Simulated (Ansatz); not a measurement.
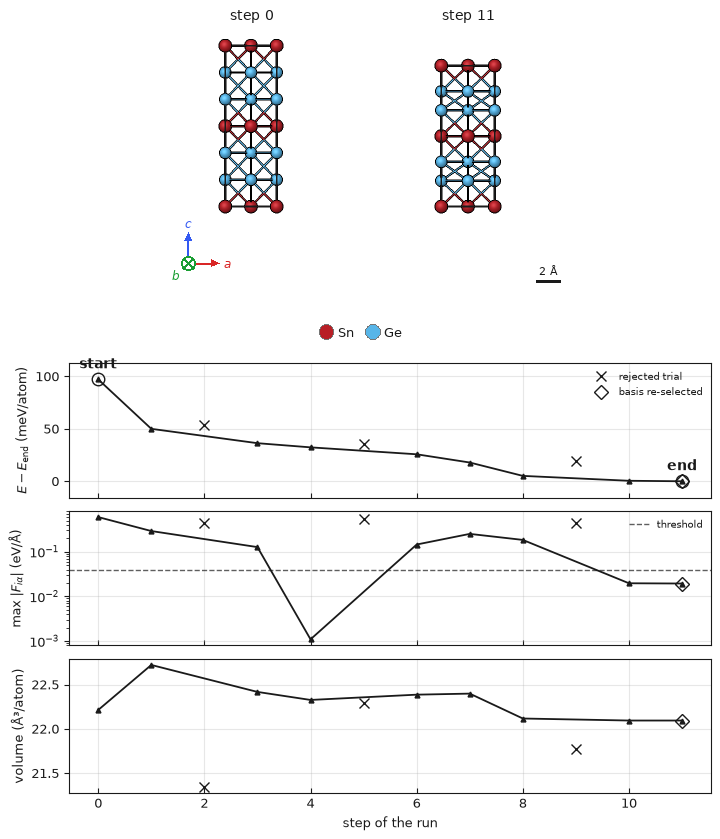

First and last geometry of a relaxation of crystalline SnGe₂ (a generated structure, set up in Fmmm) (coarse preliminary run), with the history of the run. A ball-and-stick model of the conventional cell (4 times the calculation's cell), seen along the b axis. Lengths and directions refer to the drawn axes.

Level of theory: DFT PBE, scalar-relativistic, plane waves, PAW in Ansatz 0.2.0.

Input
```yaml
crystal:
  lattice:
    - [0.0, 2.26284423, 6.7885327]
    - [2.16908393, 0.0, 6.7885327]
    - [2.16908393, 2.26284423, 0.0]
  atoms:
    - { symbol: Sn, position: [0.0, 0.0, 0.0] }
    - { symbol: Ge, position: [0.66666667, 0.66666667, 0.33333333] }
    - { symbol: Ge, position: [0.33333333, 0.33333333, 0.66666667] }
basis:
  ecutwfc: 420
kpoints:
  mp_grid: { grid: [6, 6, 6] }
hamiltonian:
  xc: pbe
scf:
  occupations: { method: gaussian, width: 0.1 }
  lower_state_search: "off"
output:
  forces: true
  stress: true
  eigenvalues: true
relax:
  adjacent_minimum: "off"
  f_tol: 0.04
  max_steps: 70
  cell: { stress_tol: 0.4 }
```

Run as
```bash
ansatz run input.yaml --threads 1 --pin off --max-ram 2560MiB --backend cpu --events-out ev --progress --plain --runs-dir out
```

> What do the curves and the structures tell?

It converged. Over 7 accepted moves (11 points after the start) the energy falls by 97.2 meV per atom. The largest force component goes from 0.6 to 0.019 eV/Å. Pressure: 0.99 GPa at the start and 0.14 GPa at the end. The line search rejected the trial steps at points 2, 5, 9 of the run. The SCF was repeated once at an unchanged geometry on a basis and grid sized afresh for the cell, which shifted the energy by 0.5 meV per atom at most. The largest moves relative to the cell, 0.19 Å, are those of Ge2 and Ge3. Ge2 goes along +c. Sn stays in place. The volume changes by −0.5 %, with a 4.338 → 4.509 Å (+3.9 %), b 4.526 → 4.945 Å (+9.3 %), c 13.577 → 11.891 Å (−12.4 %). Among the contacts that change: Ge2–Ge3 3.135 → 2.765 Å, Ge2–Ge3 (another image) 3.200 → 2.946 Å, Sn1–Sn1 3.135 → 3.346 Å, Ge2–Ge2 3.135 → 3.346 Å. Among the angles between lasting bonds that change: Sn1–Ge3–Sn1 87.6° → 92.1°. The space group stays Fmmm (No. 69). The run took 38 s on 1 thread of Intel(R) Xeon(R) Platinum 8488C (Sapphire Rapids), with other jobs on the host, peak memory 0.46 GiB.

```csv
step,"E − E(0), meV/atom","largest force component, eV/Å","pressure, GPa","volume, Å³/atom",note
0,0.00,0.5984,0.99,22.213,
1,-47.15,0.2914,-1.00,22.722,
2,-43.32,0.4353,4.10,21.342,rejected
3,-60.84,0.1273,-0.22,22.417,
4,-64.82,0.0011,0.29,22.327,
5,-61.51,0.5461,1.26,22.290,rejected
6,-71.43,0.1454,0.43,22.386,
7,-79.28,0.2516,0.21,22.398,
8,-92.03,0.1844,0.44,22.117,
9,-78.20,0.4326,1.03,21.772,rejected
10,-96.69,0.0197,0.09,22.094,
11,-97.17,0.0195,0.14,22.094,"same geometry, new basis"
```
